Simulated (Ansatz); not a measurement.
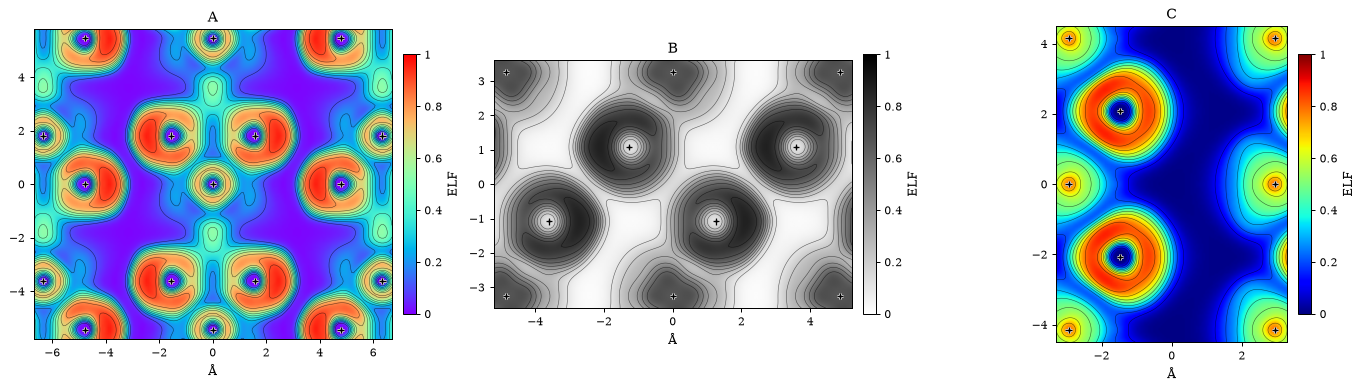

The ELF of 3 systems, each on a plane through atoms (crosses mark nuclei in the plane).

Level of theory: Ansatz 0.2.0, DFT, PBEsol, PAW with Ansatz's default frozen-core files, scalar-relativistic; relaxation of cell and atoms.

System 1: PtSe2, the (110) plane of the conventional cell. Space group P-3m1.

System 2: HgS, the (110) plane of the conventional cell. Space group F-43m.

```yaml
crystal:
  lattice:
    - [5.87656, 0.00000, 0.00000]
    - [0.00000, 5.87656, 0.00000]
    - [0.00000, 0.00000, 5.87656]
  atoms:
    - { symbol: Hg, position: [0.50000, 0.00000, 0.50000] }
    - { symbol: Hg, position: [0.00000, 0.00000, 0.00000] }
    - { symbol: Hg, position: [0.00000, 0.50000, 0.50000] }
    - { symbol: Hg, position: [0.50000, 0.50000, 0.00000] }
    - { symbol: S, position: [0.25000, 0.25000, 0.75000] }
    - { symbol: S, position: [0.75000, 0.25000, 0.25000] }
    - { symbol: S, position: [0.75000, 0.75000, 0.75000] }
    - { symbol: S, position: [0.25000, 0.75000, 0.25000] }
```

System 3: WS2, the (110) plane of the conventional cell. Space group P6₃/mmc.

```
CELL_PARAMETERS angstrom
3.14617 0.00000 0.00000
-1.57309 2.72466 0.00000
0.00000 0.00000 12.69347
ATOMIC_POSITIONS crystal
W 0.33333 0.66667 0.25000
W 0.66667 0.33333 0.75000
S 0.33333 0.66667 0.62650
S 0.66667 0.33333 0.12650
S 0.33333 0.66667 0.87350
S 0.66667 0.33333 0.37350
```

Q: Match each panel to its system.

A: Panel A is system 3, WS2: the plane holds W and S. W–S (2.40 Å): the ELF peaks at about 0.85 in the valence shell of S, 0.8 Å from its nucleus, and is about 0.50 at the midpoint. Panel B is system 1, PtSe2: the plane holds Pt and Se. Pt–Se (2.51 Å): the ELF is about 0.50 at the midpoint. Panel C is system 2, HgS: the plane holds Hg and S. Hg–S (2.54 Å): the ELF peaks at about 0.90 in the valence shell of S, 0.8 Å from its nucleus, and drops to about 0.20 between the two atoms.
